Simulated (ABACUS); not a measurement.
**MoS2: band-structure run**

- system: MoS2 (3 atoms in the cell)
- method: Kohn-Sham DFT of a periodic cell, PBEsol, PseudoDojo NC SR 0.4 PBEsol stringent, no spin polarisation (ABACUS 3.10.1)

The structure derives from a Materials Project entry. It belongs to a series of runs on one base structure; here: bands on the converged density.

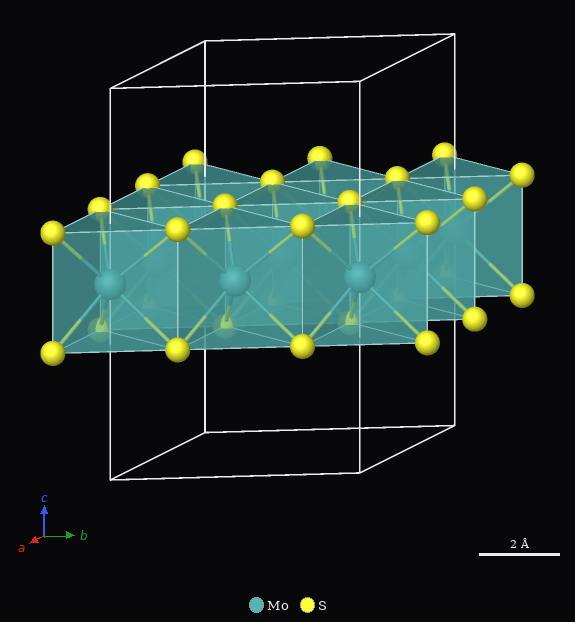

**Figure 1.** The input geometry (polyhedral view of the 2 × 2 repeat of the cell, with the vacuum cut short, seen slightly off an axis; polyhedra are completed across the faces of the cell). An atom can appear more than once, as a periodic image.

**Input**
```
INPUT_PARAMETERS
suffix              MoS2
calculation         nscf
basis_type          pw
pseudo_dir          ./
symmetry            -1
dft_functional      pbesol
ecutwfc             81.0
pseudo_rcut         7
nspin               1
nbands              23
ks_solver           dav
smearing_method     fd
smearing_sigma      0.00367493
scf_thr             1e-08
scf_nmax            100
mixing_type         broyden
mixing_beta         0.7
init_chg            file
pw_diag_thr         1e-07
out_band            1
kpar                4
```

**File STRU**
```
ATOMIC_SPECIES
Mo 95.9500 Mo.upf
S 32.0600 S.upf

LATTICE_CONSTANT
1.8897261246

LATTICE_VECTORS
3.1841260822 0.0000000000 0.0000000000
-1.5920630411 2.7575340760 0.0000000000
0.0000000000 0.0000000000 17.3345999500

ATOMIC_POSITIONS
Direct

Mo
0.0
1
0.0000000000 0.0000000000 0.0000000000 1 1 1

S
0.0
2
0.3333333333 0.6666666667 0.9105070200 1 1 1
0.3333333333 0.6666666667 0.0894929800 1 1 1
```

**File KPT**
```
K_POINTS
12
Line
0.00000000 0.00000000 0.00000000 10 // G
0.50000000 0.00000000 0.00000000 10 // M
0.33333333 0.33333333 0.00000000 10 // K
0.00000000 0.00000000 0.00000000 10 // G
0.00000000 0.00000000 0.50000000 10 // A
0.50000000 0.00000000 0.50000000 10 // L
0.33333333 0.33333333 0.50000000 10 // H
0.00000000 0.00000000 0.50000000 1 // A
0.50000000 0.00000000 0.50000000 10 // L
0.50000000 0.00000000 0.00000000 1 // M
0.33333333 0.33333333 0.00000000 10 // K
0.33333333 0.33333333 0.50000000 1 // H
```

Machine: 4 threads of Intel Xeon (Granite Rapids), 128 GiB of memory available, shared host.

Launched with:
```bash
OMP_NUM_THREADS=1 mpirun -np 4 abacus > log
```

**Output**
```
ABACUS v3.10.1

               Atomic-orbital Based Ab-initio Computation at UStc

 ------------------------------------------------------------------------------------

 READING GENERAL INFORMATION
                           global_out_dir = OUT.MoS2/
                           global_in_card = INPUT
                               pseudo_dir = ./
                              orbital_dir =
                                    DSIZE = 4
                                    GSIZE = 1

 READING UNITCELL INFORMATION
                                    ntype = 2
                  lattice constant (Bohr) = 1.88973
              lattice constant (Angstrom) = 1

 READING ATOM TYPE 1
                               atom label = Mo
                      L=0, number of zeta = 1
                      L=1, number of zeta = 1
                      L=2, number of zeta = 1
             number of atom for this type = 1

 READING ATOM TYPE 2
                               atom label = S
                      L=0, number of zeta = 1
                      L=1, number of zeta = 1
                      L=2, number of zeta = 1
             number of atom for this type = 2

                        TOTAL ATOM NUMBER = 3
DIRECT COORDINATES
    atom                   x                   y                   z     mag                  vx                  vy                  vz
taud_Mo1            0.0000000000        0.0000000000        0.0000000000  0.0000        0.0000000000        0.0000000000        0.0000000000
taud_S1            0.3333333333        0.6666666667        0.9105070200  0.0000        0.0000000000        0.0000000000        0.0000000000
taud_S2            0.3333333333        0.6666666667        0.0894929800  0.0000        0.0000000000        0.0000000000        0.0000000000

                          Volume (Bohr^3) = 1027.12
                             Volume (A^3) = 152.203

 Lattice vectors: (Cartesian coordinate: in unit of a_0)
             +3.18413                  +0                  +0
             -1.59206            +2.75753                  +0
                   +0                  +0            +17.3346
 Reciprocal vectors: (Cartesian coordinate: in unit of 2 pi/a_0)
            +0.314058           +0.181321                  -0
                   -0           +0.362643                  -0
                   +0                  -0          +0.0576881
 The esolver type has been set to : ksdft_pw

                PAO radial cut off (Bohr) = 7

 Read in pseudopotential file is Mo.upf
                     pseudopotential type = NC
          exchange-correlation functional = PBESOL
                 nonlocal core correction = 1
                        valence electrons = 14
                                     lmax = 2
                           number of zeta = 4
                     number of projectors = 6
                           L of projector = 0
                           L of projector = 0
                           L of projector = 1
                           L of projector = 1
                           L of projector = 2
                           L of projector = 2
                PAO radial cut off (Bohr) = 7

 Read in pseudopotential file is S.upf
                     pseudopotential type = NC
          exchange-correlation functional = PBESOL
                 nonlocal core correction = 1
                        valence electrons = 6
                                     lmax = 2
                           number of zeta = 2
                     number of projectors = 6
                           L of projector = 0
                           L of projector = 0
                           L of projector = 1
                           L of projector = 1
                           L of projector = 2
                           L of projector = 2
     initial pseudo atomic orbital number = 18

 SETUP THE ELECTRONS NUMBER
            electron number of element Mo = 14
      total electron number of element Mo = 14
             electron number of element S = 6
       total electron number of element S = 12
            AUTOSET number of electrons:  = 26
                           occupied bands = 13
                                   NBANDS = 23
                                   NLOCAL = 27

%%%%%%%%%%%%%%%%%%%%%%%%%%%%%%%%%%%%%%%%%%%%%%%%%%%%%%%%%%%%%%%%%%%%%%%%%%%%%%%%%%%%%%%%%%%%%%%%%%%%%%%%%%
 Warning: the number of valence electrons in pseudopotential > 6 for Mo: [Kr] 4d5 5s1
 Pseudopotentials with additional electrons can yield (more) accurate outcomes, but may be less efficient.
 If you're confident that your chosen pseudopotential is appropriate, you can safely ignore this warning.
%%%%%%%%%%%%%%%%%%%%%%%%%%%%%%%%%%%%%%%%%%%%%%%%%%%%%%%%%%%%%%%%%%%%%%%%%%%%%%%%%%%%%%%%%%%%%%%%%%%%%%%%%%

 SETUP THE PLANE WAVE BASIS
 energy cutoff for charge/potential (unit:Ry) = 324
            fft grid for charge/potential = [ 36, 36, 192 ]
                        fft grid division = [ 1, 1, 1 ]
        big fft grid for charge/potential = [ 36, 36, 192 ]
                                     nbxx = 248832
                                     nrxx = 248832

 SETUP PLANE WAVES FOR CHARGE/POTENTIAL
                    number of plane waves = 101119
                         number of sticks = 805

 PARALLEL PW FOR CHARGE/POTENTIAL
     PROC   COLUMNS(POT)             PW
        1            805         101119
 --------------- sum -------------------
        1            805         101119
                            number of |g| = 4789
                                  max |g| = 29.303
                                  min |g| = 0

----------- Double Check Mixing Parameters Begin ------------
mixing_type: broyden
mixing_beta: 0.7
mixing_gg0: 1
mixing_gg0_min: 0.1
mixing_ndim: 8
----------- Double Check Mixing Parameters End ------------

 SETUP K-POINTS
                                    nspin = 1
                                   nkstot = 93
K-POINTS DIRECT COORDINATES
 KPOINTS    DIRECT_X    DIRECT_Y    DIRECT_Z  WEIGHT
       1  0.00000000  0.00000000  0.00000000  1.0000
       2  0.05000000  0.00000000  0.00000000  1.0000
       3  0.10000000  0.00000000  0.00000000  1.0000
       4  0.15000000  0.00000000  0.00000000  1.0000
       5  0.20000000  0.00000000  0.00000000  1.0000
       6  0.25000000  0.00000000  0.00000000  1.0000
       7  0.30000000  0.00000000  0.00000000  1.0000
       8  0.35000000  0.00000000  0.00000000  1.0000
       9  0.40000000  0.00000000  0.00000000  1.0000
      10  0.45000000  0.00000000  0.00000000  1.0000
      11  0.50000000  0.00000000  0.00000000  1.0000
      12  0.48333333  0.03333333  0.00000000  1.0000
      13  0.46666667  0.06666667  0.00000000  1.0000
      14  0.45000000  0.10000000  0.00000000  1.0000
      15  0.43333333  0.13333333  0.00000000  1.0000
      16  0.41666666  0.16666666  0.00000000  1.0000
      17  0.40000000  0.20000000  0.00000000  1.0000
      18  0.38333333  0.23333333  0.00000000  1.0000
      19  0.36666666  0.26666666  0.00000000  1.0000
      20  0.35000000  0.30000000  0.00000000  1.0000
      21  0.33333333  0.33333333  0.00000000  1.0000
      22  0.30000000  0.30000000  0.00000000  1.0000
      23  0.26666666  0.26666666  0.00000000  1.0000
      24  0.23333333  0.23333333  0.00000000  1.0000
      25  0.20000000  0.20000000  0.00000000  1.0000
      26  0.16666666  0.16666666  0.00000000  1.0000
      27  0.13333333  0.13333333  0.00000000  1.0000
      28  0.10000000  0.10000000  0.00000000  1.0000
      29  0.06666667  0.06666667  0.00000000  1.0000
      30  0.03333333  0.03333333  0.00000000  1.0000
[... 63 further k points ...]

           k-point number in this process = 24
       minimum distributed K point number = 23

[... K-POINTS CARTESIAN COORDINATES: 24 rows ...]

[... K-POINTS DIRECT COORDINATES: 24 rows ...]

 SETUP PLANE WAVES FOR WAVE FUNCTIONS
     energy cutoff for wavefunc (unit:Ry) = 81
              fft grid for wave functions = [ 36, 36, 192 ]
                    number of plane waves = 15881
                         number of sticks = 241

 PARALLEL PW FOR WAVE FUNCTIONS
     PROC   COLUMNS(POT)             PW
        1            241          15881
 --------------- sum -------------------
        1            241          15881

 SETUP NONLOCAL PSEUDOPOTENTIALS IN PLANE WAVE BASIS
 Mo non-local projectors:
 projector 1 L=0
 projector 2 L=0
 projector 3 L=1
 projector 4 L=1
 projector 5 L=2
 projector 6 L=2
 S non-local projectors:
 projector 1 L=0
 projector 2 L=0
 projector 3 L=1
 projector 4 L=1
 projector 5 L=2
 projector 6 L=2
      TOTAL NUMBER OF NONLOCAL PROJECTORS = 54

 Init Non-Local PseudoPotential table :
 Init Non-Local-Pseudopotential done.

                                     npwx = 12711

 Make real space PAO into reciprocal space.
       max mesh points in Pseudopotential = 701
     dq(describe PAO in reciprocal space) = 0.01
                                    max q = 1084

 number of pseudo atomic orbitals for Mo is 4
WARNING: norm of atomic wavefunction # 3 of atomic type Mo is 0.999077, renormalized
WARNING: norm of atomic wavefunction # 4 of atomic type Mo is 0.989366, renormalized

 number of pseudo atomic orbitals for S is 2
WARNING: norm of atomic wavefunction # 1 of atomic type S is 0.999996, renormalized
WARNING: norm of atomic wavefunction # 2 of atomic type S is 0.999702, renormalized

 -------------------------------------------
 NONSELF-CONSISTENT
 -------------------------------------------
                                 init_chg = file
 try to read charge from file
 Read in the charge density: OUT.MoS2//MoS2-CHARGE-DENSITY.restart

 PW ALGORITHM --------------- ION=   1  ELEC=   1--------------------------------

 k(1/93) Iter steps (avg)=14 threshold=1e-07
 k(2/93) Iter steps (avg)=14 threshold=1e-07
 k(3/93) Iter steps (avg)=16 threshold=1e-07
 k(4/93) Iter steps (avg)=26 threshold=1e-07
 k(5/93) Iter steps (avg)=25 threshold=1e-07
 k(6/93) Iter steps (avg)=18 threshold=1e-07
 k(7/93) Iter steps (avg)=22 threshold=1e-07
 k(8/93) Iter steps (avg)=24 threshold=1e-07
 k(9/93) Iter steps (avg)=25 threshold=1e-07
 k(10/93) Iter steps (avg)=21 threshold=1e-07
 k(11/93) Iter steps (avg)=21 threshold=1e-07
 k(12/93) Iter steps (avg)=28 threshold=1e-07
 k(13/93) Iter steps (avg)=44 threshold=1e-07
 k(14/93) Iter steps (avg)=19 threshold=1e-07
 k(15/93) Iter steps (avg)=16 threshold=1e-07
 k(16/93) Iter steps (avg)=29 threshold=1e-07
 k(17/93) Iter steps (avg)=45 threshold=1e-07
 k(18/93) Iter steps (avg)=31 threshold=1e-07
 k(19/93) Iter steps (avg)=30 threshold=1e-07
 k(20/93) Iter steps (avg)=28 threshold=1e-07
 k(21/93) Iter steps (avg)=30 threshold=1e-07
 k(22/93) Iter steps (avg)=34 threshold=1e-07
 k(23/93) Iter steps (avg)=24 threshold=1e-07
 k(24/93) Iter steps (avg)=21 threshold=1e-07
[... levels at 24 k points of this process ...]

 Density error is 0.00000000000
                          Error Threshold = 1.00000000000e-07
----------------------------------------------------------
     Energy           Rydberg                 eV
----------------------------------------------------------
 E_KohnSham     -184.7977816806      -2514.3028086162
 E_KS(sigma->0) -184.7977816777      -2514.3028085765
 E_Harris       -184.7977816806      -2514.3028086162
 E_band         -31.4569017288       -427.9931049372
 E_one_elec     -901.9074176696      -12271.0799487722
 E_Hartree      451.9633135626       6149.2763514126
 E_xc           -33.1082609074       -450.4609992118
 E_Ewald        298.2545833396       4057.9617880347
 E_entropy(-TS) -0.0000000058        -0.0000000795
 E_descf        0.0000000000         0.0000000000
 E_exx          0.0000000000         0.0000000000
 E_Fermi        0.0420917732         0.5726879538
----------------------------------------------------------

 charge density convergence is achieved
 final etot is -2514.3028086 eV
 EFERMI = 0.57268795377 eV

 STATE ENERGY(eV) AND OCCUPATIONS    NSPIN == 1
 1/24 kpoint (Cartesian) = 0.0000 0.0000 0.0000 (12711 pws)
       1       -61.0466      0.0215054
       2       -35.2217      0.0215054
       3       -35.0072      0.0215054
       4       -35.0072      0.0215054
       5       -14.3726      0.0215054
       6       -13.0147      0.0215054
       7       -5.92415      0.0215054
       8       -2.94497      0.0215054
       9       -2.94497      0.0215054
      10       -1.99492      0.0215054
      11       -1.81567      0.0215054
      12       -1.81567      0.0215054
      13      -0.227936      0.0215054
      14        2.49845    4.03301e-19
      15        2.49845    4.03301e-19
      16        2.78951    1.19532e-21
      17        2.78951    1.19532e-21
      18        5.18351    1.92061e-42
      19        5.57356    7.86237e-46
      20        5.84341    3.56137e-48
      21        6.53744    3.33730e-54
      22        8.07404    1.50194e-67
      23        8.64158    1.76614e-72

 2/24 kpoint (Cartesian) = 0.015703 0.0090661 0.0000 (12661 pws)
       1       -61.0457      0.0215054
       2       -35.2199      0.0215054
       3       -35.0167      0.0215054
       4       -35.0093      0.0215054
       5       -14.3350      0.0215054
       6       -12.9997      0.0215054
       7       -5.88120      0.0215054
       8       -3.03101      0.0215054
       9       -2.90550      0.0215054
      10       -2.28240      0.0215054
      11       -1.87728      0.0215054
      12       -1.58073      0.0215054
      13      -0.246262      0.0215054
      14        2.43819    1.34582e-18
      15        2.56762    1.01107e-19
      16        2.67658    1.14376e-20
      17        2.74475    2.92562e-21
      18        5.25729    4.39160e-43
      19        5.62202    2.98266e-46
      20        5.99725    1.64192e-49
      21        6.60352    8.90027e-55
      22        8.11824    6.20463e-68
      23        8.82241    4.74595e-74

 3/24 kpoint (Cartesian) = 0.031406 0.018132 0.0000 (12663 pws)
       1       -61.0430      0.0215054
       2       -35.2145      0.0215054
       3       -35.0441      0.0215054
       4       -35.0156      0.0215054
       5       -14.2245      0.0215054
       6       -12.9556      0.0215054
       7       -5.75881      0.0215054
       8       -3.26424      0.0215054
       9       -2.78993      0.0215054
      10       -2.66609      0.0215054
      11       -2.04490      0.0215054
      12       -1.37196      0.0215054
      13      -0.314138      0.0215054
      14        2.32302    1.34705e-17
      15        2.41402    2.18253e-18
      16        2.62258    3.36810e-20
      17        2.75462    2.40152e-21
      18        5.43718    1.20248e-44
      19        5.76539    1.69556e-47
      20        6.38572    6.93780e-53
      21        6.83905    8.00995e-57
      22        8.24792    4.63805e-69
      23        9.28523    4.53297e-78

 4/24 kpoint (Cartesian) = 0.047109 0.027198 0.0000 (12693 pws)
       1       -61.0388      0.0215054
       2       -35.2061      0.0215054
       3       -35.0866      0.0215054
       4       -35.0253      0.0215054
       5       -14.0474      0.0215054
       6       -12.8849      0.0215054
       7       -5.57982      0.0215054
       8       -3.58247      0.0215054
       9       -3.06291      0.0215054
      10       -2.60696      0.0215054
      11       -2.27944      0.0215054
      12       -1.30461      0.0215054
      13      -0.461991      0.0215054
      14        2.14467    4.76980e-16
      15        2.28242    3.03404e-17
      16        2.45310    9.98743e-19
      17        3.01158    1.40792e-23
      18        5.68896    7.81873e-47
      19        5.99854    1.60012e-49
      20        6.76237    3.71224e-56
      21        7.36450    2.18590e-61
      22        8.45032    8.09553e-71
      23        9.42298    2.88291e-79

 5/24 kpoint (Cartesian) = 0.062812 0.036264 0.0000 (12675 pws)
       1       -61.0336      0.0215054
       2       -35.1955      0.0215054
       3       -35.1397      0.0215054
       4       -35.0374      0.0215054
       5       -13.8142      0.0215054
       6       -12.7921      0.0215054
       7       -5.39707      0.0215054
       8       -3.90268      0.0215054
       9       -3.46323      0.0215054
      10       -2.54079      0.0215054
      11       -2.37170      0.0215054
      12       -1.38348      0.0215054
      13      -0.702737      0.0215054
      14        1.97695    1.36534e-14
      15        2.27223    3.71935e-17
      16        2.39249    3.35711e-18
      17        3.28734    5.66672e-26
      18        6.00719    1.34611e-49
      19        6.31267    2.98979e-52
      20        7.08575    5.76526e-59
      21        8.00297    6.22190e-67
      22        8.67159    9.69008e-73
      23        9.26233    7.16570e-78

 6/24 kpoint (Cartesian) = 0.078514 0.045330 0.0000 (12677 pws)
       1       -61.0277      0.0215054
       2       -35.1981      0.0215054
       3       -35.1837      0.0215054
       4       -35.0509      0.0215054
       5       -13.5406      0.0215054
       6       -12.6840      0.0215054
       7       -5.31455      0.0215054
       8       -4.12107      0.0215054
       9       -3.85916      0.0215054
      10       -2.79786      0.0215054
      11       -2.10610      0.0215054
      12       -1.55088      0.0215054
      13      -0.984291      0.0215054
      14        1.94278    2.70456e-14
      15        2.11253    9.07117e-16
      16        2.63294    2.73805e-20
      17        3.54216    3.46733e-28
      18        6.38101    7.62259e-53
      19        6.68980    1.58473e-55
      20        7.42075    7.09656e-62
      21        8.30216    1.56745e-69
      22        8.63650    1.95483e-72
      23        9.16522    4.99717e-77

[... levels at 18 further k points ...]

 --------------------------------------------
 !FINAL_ETOT_IS -2514.302808616236 eV
 --------------------------------------------

 Output bands in file: OUT.MoS2/BANDS_1.dat
```

**Results in brief**

| quantity | value |
| --- | --- |
| outcome | converged |
| space group (tolerance 0.01 Å) | P-6m2 (187) |
| electrons treated | 26 |
| Fermi energy | 0.624 eV |
| gap on the band path | 1.59 eV |
| wall time | 45 s (CPU time 3 min) |
| peak memory | 1.1 GiB |
